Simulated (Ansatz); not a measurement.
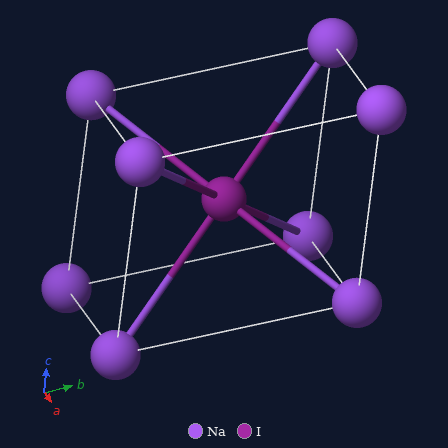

System: NaI, space group Fm-3m (No. 225). The picture shows the cell.

Starting cell:
```
CELL_PARAMETERS angstrom
0.00000 3.23640 3.23640
3.23640 0.00000 3.23640
3.23640 3.23640 0.00000
ATOMIC_POSITIONS crystal
Na 0.00000 0.00000 0.00000
I 0.50000 0.50000 0.50000
```

Method: biaxial strain in the xy plane and strain along z of a crystal, fractional coordinates fixed, by plane-wave density functional theory with PAW datasets, free energies less that of the undisturbed cell (Ansatz 0.2.0). Level: PBEsol, no spin polarisation.

| setting | value |
| --- | --- |
| wave cutoff | 420 eV |
| k mesh | 6×6×6 |
| occupations | Gaussian |
| smearing width | 0.05 eV |
| k shift | (0, 0, 0) (mesh steps) |
| start | as given |

Predict the map of the energy change over strain zz and strain xx = yy. The grid: strain zz −0.03, −0.015, 0, 0.015, 0.03 ; strain xx = yy −0.03, −0.015, 0, 0.015, 0.03.

At the origin a neighbouring grid point lies 1.47 meV/atom lower, so the given structure isn't at the minimum of this landscape. The energy change is least, −1.47 meV/atom, at strain zz of −0.015 and strain xx = yy of −0.015, and largest, 21.12 meV/atom, at strain zz of 0.03 and strain xx = yy of 0.03. Near the origin the softest direction lies along strain zz, turned by about 16° so that strain xx = yy takes the opposite sign; the curvature across the valley is 3.1 times that along it.

Energy change (meV/atom); rows strain xx = yy, columns strain zz:
```csv
,-0.03,-0.015,0,0.015,0.03
-0.03,4.67,2.25,1.68,2.61,4.78
-0.015,0.20,-1.47,-1.33,0.28,3.08
0,0.08,-0.85,0.00,2.29,5.74
0.015,3.55,3.36,4.91,7.88,11.97
0.03,9.95,10.49,12.74,16.38,21.12
```

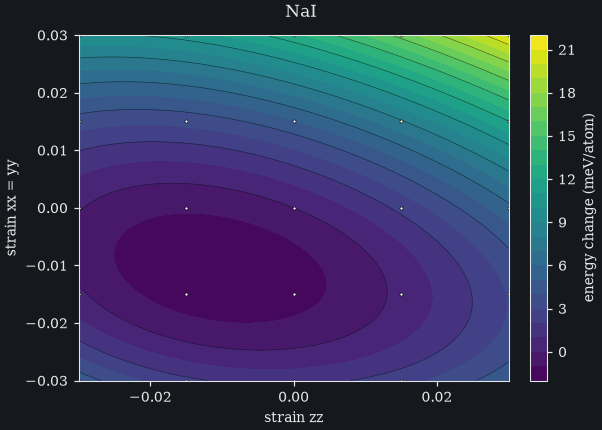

Caveats: reference crystal is not relaxed.
